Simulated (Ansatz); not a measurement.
## Geometry relaxation, with input and output: Ge₂Se (part 2 of 2)

The same run, continued: Ge₂Se (R3m, 3 atoms in the cell); DFT PBE, scalar-relativistic, plane waves, PAW, no spin polarisation (Ansatz 0.2.0); cutoff 420 eV, 12×12×12 k-mesh, Gaussian smearing of 0.1 eV. The structure was made by swapping elements on the sites of another compound; it need not be a known phase. It belongs to a series of runs on one base structure; here: 3R molybdenite type (R3m, No. 160).

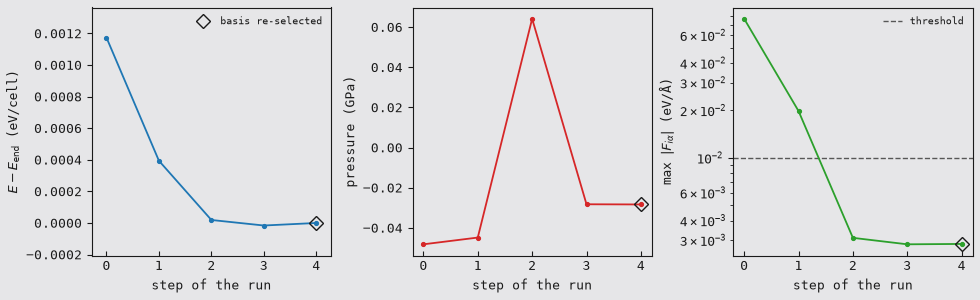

Progress of the relaxation, step by step (the first geometry is step 0 here and step 1 in the log).

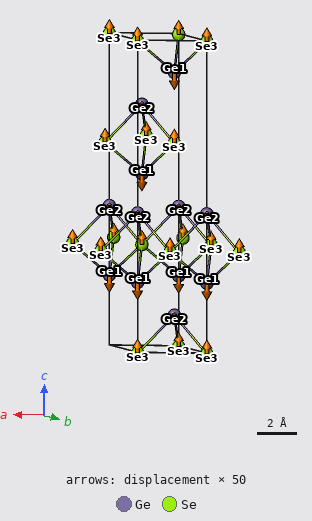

The starting structure with the displacements (without the part carried along by the change of the cell) as orange arrows, magnified 50 times (ball-and-stick view of the cell 3 times as large as that of the calculation, set on its symmetry axes, with bonded neighbours outside it, seen at an oblique angle). The energy falls by 1.2 meV per cell of the calculation in 3 geometry steps. Largest force component: 0.076 eV/Å at the start, 0.0028 eV/Å at the end. The pressure goes from −0.05 to −0.03 GPa. The atom that moves furthest relative to the cell is Ge1 (0.019 Å). By element the largest moves are Ge 0.019 Å, Se 0.016 Å. Cell: a = b 3.665 → 3.674 Å (+0.2 %), c 16.533 → 16.438 Å (−0.6 %). Volume −0.1 %. Distances before and after: Ge1–Se3 2.752 → 2.771 Å, Ge2–Se3 2.858 → 2.846 Å. The space group stays R3m (No. 160). A last SCF at the same geometry on a re-selected plane-wave basis shifts the energy by +0.0 meV per cell of the calculation. (Atoms are counted from 1 in the order of the input.)

```
basis re-selected at this cell: Δ(F+E_penalty+E_count) = +1.556e-5 eV, ΔP = -0.000 GPa vs the last step (what re-selecting the basis moved, of the pressure what is left beyond the Pulay correction that the steps carried, after the strain that the cell walked since its last selection, with what the two solves' SCF thresholds leave and, on support functions, any second-order correction that the steps lacked; it is no measure of the basis error at this ecutwfc). This SCF's stress stands 3.69e-2 GPa from its target on what of the cell is left free (relax.cell.stress_tol is 5.00e-2 GPa) and its largest allowed force component is 2.84e-3 eV/Å (relax.f_tol is 1.00e-2 eV/Å): within both
SCF converged after 7 iterations
Free energy (F): -14058.560030 eV
Harris-Foulkes:  -14058.560030 eV  (|F-HF|=5.46e-12)
Internal energy: -14058.551545 eV  (E = F + TS)
E sigma→0 (E₀):  -14058.555788 eV
Entropy (-TS):   -0.008485 eV (-2.828 meV/atom)
Fermi energy:    9.834713 eV
--- Per-component energies (eV) ---
  E_band       = -630.340252
  E_kinetic    = 336.916607
  E_local      = -6751.227503  (includes V_loc(G=0)·N_el)
  E_nonlocal   = 235.152522
  E_hartree    = 3084.454188
  E_xc         = -254.414844
  E_vxc        = -225.902782  (∫ρ·V_xc dr)
  E_paw        = -5944.082046  (= ΣΔE_a)
  E_vpaw       = -394.187523  (= ΣTr[D̂ρ^β])
  E_aug_tail   = -0.000055  (compensation charges beyond the density's cutoff)
  E_ewald      = -4765.350415
  E_smearing   = -0.008485  (= −TS)
  E_closure    = 0.000000  (closes the sum)
  Σ components = -14058.560030   (vs F -14058.560030, Δ=0.00e0)
--- Forces (eV/Å), atoms counted from 1 ---
  atom   1  Ge    -0.00000000    -0.00000000     0.00071132
  atom   2  Ge     0.00000000    -0.00000000     0.00212889
  atom   3  Se     0.00000000     0.00000000    -0.00283981
  max |Σ_I F_I| component: 3.93e-7 eV/Å
--- Stress (GPa, compression-positive) ---
       -0.024026      -0.000000       0.000000
       -0.000000      -0.024026       0.000000
        0.000000       0.000000      -0.036897
  P = ⅓ Tr σ = -0.0283 GPa (-0.283 kbar)
--- Band table (eV; the first three rows and the last of 189) ---
  k-point 0: bands = ["-38.5037", "-38.4908", "-38.4908", "-38.4544", "-38.4544", "-15.0736", "-15.0736", "-15.0355", "-15.0320", "-15.0320", "-14.9806", "-14.9806", "-14.9801", "-14.9480", "-14.9480", "-4.9596", "0.0264", "1.7279", "8.5250", "8.5250", "10.1972", "10.5555", "11.5810", "11.5810", "13.7016", "13.7016", "15.5840"]
  k-point 1: bands = ["-38.5037", "-38.4908", "-38.4908", "-38.4544", "-38.4544", "-15.0732", "-15.0725", "-15.0346", "-15.0318", "-15.0306", "-14.9812", "-14.9810", "-14.9803", "-14.9500", "-14.9479", "-4.8874", "0.0592", "1.8430", "7.7594", "8.4102", "9.6443", "10.7863", "11.3532", "12.0436", "13.5943", "13.9474", "15.3789"]
  k-point 2: bands = ["-38.5036", "-38.4909", "-38.4908", "-38.4544", "-38.4542", "-15.0722", "-15.0693", "-15.0351", "-15.0281", "-15.0265", "-14.9834", "-14.9820", "-14.9803", "-14.9556", "-14.9479", "-4.6777", "0.1618", "2.1534", "6.5494", "8.1314", "8.3453", "10.8510", "11.0524", "12.0617", "13.7723", "14.5230", "15.2357"]
  k-point 188: bands = ["-38.5037", "-38.4908", "-38.4908", "-38.4544", "-38.4544", "-15.0749", "-15.0749", "-15.0415", "-15.0319", "-15.0319", "-14.9811", "-14.9811", "-14.9736", "-14.9464", "-14.9464", "-4.6899", "-1.6216", "5.1827", "6.6649", "8.4020", "8.4020", "11.8730", "11.8730", "13.5119", "13.7775", "13.7775", "14.1218"]
--- Relaxed structure (4 steps of the walk, 4 accepted, 1 SCFs on fresh bases) ---
  F+E_penalty+E_count = -14058.56003005 eV   max|allowed force component| = 2.840e-3 eV/Å   (the final SCF, on the basis selected at the relaxed cell)
  cell:  # Å, volume = 64.0394 Å³
    - [1.8368055553829432, 1.0604801818327712, 5.479363760440575]
    - [-1.8368055553829432, 1.0604801818327712, 5.479363760440575]
    - [7.086227472669265e-19, -2.1209603637152563, 5.479363760430952]
  atoms:
    - { symbol: Ge, position: [0.22252614320248468, 0.22252614320248468, 0.22252614320248468] }
    - { symbol: Ge, position: [0.44646420835471773, 0.44646420835471773, 0.44646420835471773] }
    - { symbol: Se, position: [0.9977096485427976, 0.9977096485427976, 0.9977096485427975] }
```

## Trajectory as extended XYZ (Å, eV, eV/Å), 5 frames, from step=1 to step=5
```
3
Lattice="1.8327 1.0581 5.5110 -1.8327 1.0581 5.5110 0.0000 -2.1162 5.5110" Properties=species:S:1:pos:R:3:forces:R:3 step=1 energy=-14058.55886 pressure_GPa=-0.05
Ge    0.0000    0.0000    3.6982    0.0000   0.0000  -0.0763
Ge    0.0000    0.0000    7.3780    0.0000   0.0000   0.0278
Se    0.0000    0.0000   16.4792    0.0000   0.0000   0.0485
3
Lattice="1.8319 1.0577 5.5064 -1.8319 1.0577 5.5064 0.0000 -2.1153 5.5064" Properties=species:S:1:pos:R:3:forces:R:3 step=2 energy=-14058.55964 pressure_GPa=-0.04
Ge    0.0000    0.0000    3.6837    0.0000   0.0000  -0.0012
Ge    0.0000    0.0000    7.3759    0.0000   0.0000  -0.0184
Se    0.0000    0.0000   16.4730    0.0000   0.0000   0.0199
3
Lattice="1.8341 1.0589 5.4859 -1.8341 1.0589 5.4859 0.0000 -2.1178 5.4859" Properties=species:S:1:pos:R:3:forces:R:3 step=3 energy=-14058.56001 pressure_GPa=0.06
Ge    0.0000    0.0000    3.6646    0.0000   0.0000  -0.0031
Ge    0.0000    0.0000    7.3469    0.0000   0.0000   0.0013
Se    0.0000    0.0000   16.4183    0.0000   0.0000   0.0018
3
Lattice="1.8368 1.0605 5.4794 -1.8368 1.0605 5.4794 0.0000 -2.1210 5.4794" Properties=species:S:1:pos:R:3:forces:R:3 step=4 energy=-14058.56005 pressure_GPa=-0.03
Ge    0.0000    0.0000    3.6579    0.0000   0.0000   0.0007
Ge    0.0000    0.0000    7.3390    0.0000   0.0000   0.0021
Se    0.0000    0.0000   16.4004    0.0000   0.0000  -0.0028
3
Lattice="1.8368 1.0605 5.4794 -1.8368 1.0605 5.4794 0.0000 -2.1210 5.4794" Properties=species:S:1:pos:R:3:forces:R:3 step=5 energy=-14058.56003 pressure_GPa=-0.03
Ge    0.0000    0.0000    3.6579    0.0000   0.0000   0.0007
Ge    0.0000    0.0000    7.3390    0.0000   0.0000   0.0021
Se    0.0000    0.0000   16.4004    0.0000   0.0000  -0.0028
```

This output came from the following input.

## Input file
```yaml
crystal:
  lattice:
    - [1.8326635395, 1.0580887878, 5.5109672556]
    - [-1.8326635395, 1.0580887878, 5.5109672556]
    - [0.0, -2.1161775757, 5.5109672556]
  atoms:
    - { symbol: Ge, position: [0.2236865618, 0.2236865618, 0.2236865618] }
    - { symbol: Ge, position: [0.4462613878, 0.4462613878, 0.4462613878] }
    - { symbol: Se, position: [0.9967520505, 0.9967520505, 0.9967520505] }
basis:
  ecutwfc: 420
kpoints:
  mp_grid: { grid: [12, 12, 12] }
hamiltonian:
  xc: pbe
scf:
  occupations: { method: gaussian, width: 0.1 }
output:
  forces: true
  stress: true
  eigenvalues: true
relax:
  adjacent_minimum: "off"
  f_tol: 0.01
  max_steps: 80
  cell: { stress_tol: 0.05 }
```

Command:
```bash
ansatz run input.yaml --threads 1 --pin off --max-ram 2560MiB --backend cpu --events-out ev --progress --plain --runs-dir out
```

## Key numbers

```csv
quantity,value
outcome,converged
space group (tolerance 0.01 Å),R3m (160)
electrons treated,44
free energy,−14058.5600 eV
Fermi energy,9.835 eV
gap on the k-point mesh,none (metallic)
pressure,−0.03 GPa
final volume,64.04 Å³
largest force (length of the vector) at the end,0.003 eV/Å
final cell,"a = 5.876 Å, b = 5.876 Å, c = 5.876 Å, α = 36.43°, β = 36.43°, γ = 36.43°"
hardware,"1 thread of Intel Xeon (Granite Rapids), 192 GiB of memory available, shared host"
wall time,70 s
peak memory,0.56 GiB
```
